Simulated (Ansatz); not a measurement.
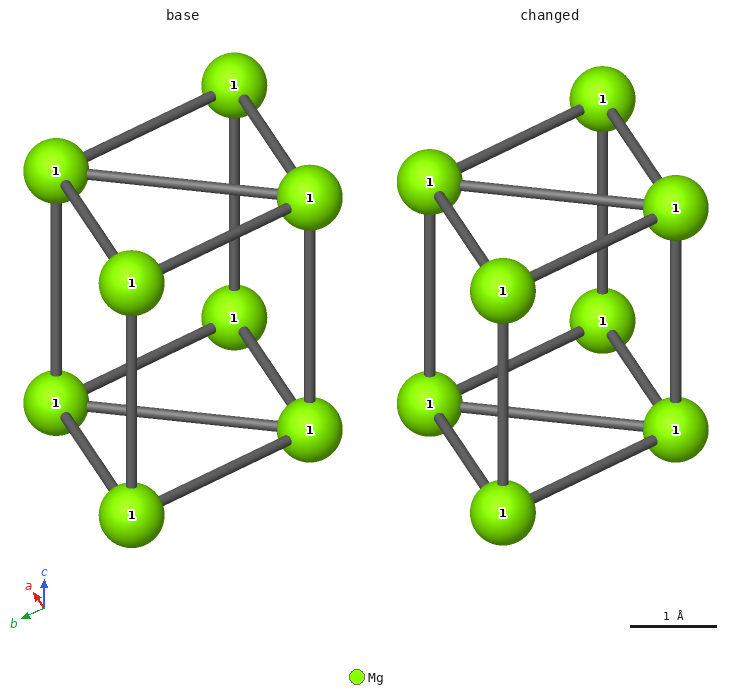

Left: a symmetric starting cell of Mg. Right: the same structure after one change, at the same scale. The picture is a ball-and-stick view of the cell of the calculation, seen from a free direction.

Theory: Ansatz 0.2.0, DFT PBE, scalar-relativistic, plane waves, PAW. Settings: plane-wave cutoff 420 eV; k-point mesh 15 × 15 × 14; occupations gaussian; smearing width 0.1 eV; no spin polarisation.

What distinguishes the right structure from the left one?

The cell is strained by −4.4 % along c and −2.9 % across it (volume −10.0 %), the atoms keeping their fractional coordinates. No relaxation follows. The starting cell wasn't computed here and needn't be at equilibrium, so pressure and forces aren't due to the change alone.

And its effect?

The pressure is 5.3 GPa (not all of it need come from the change, since the unchanged cell can be under pressure at this level too). The principal stresses (compression positive) are 4.9 GPa along c and 5.5 GPa across it. All forces vanish by symmetry. Near-neighbour distances before and after: Mg–Mg 3.049 → 2.909 to 2.960 Å. The space group stays P6/mmm (No. 191).
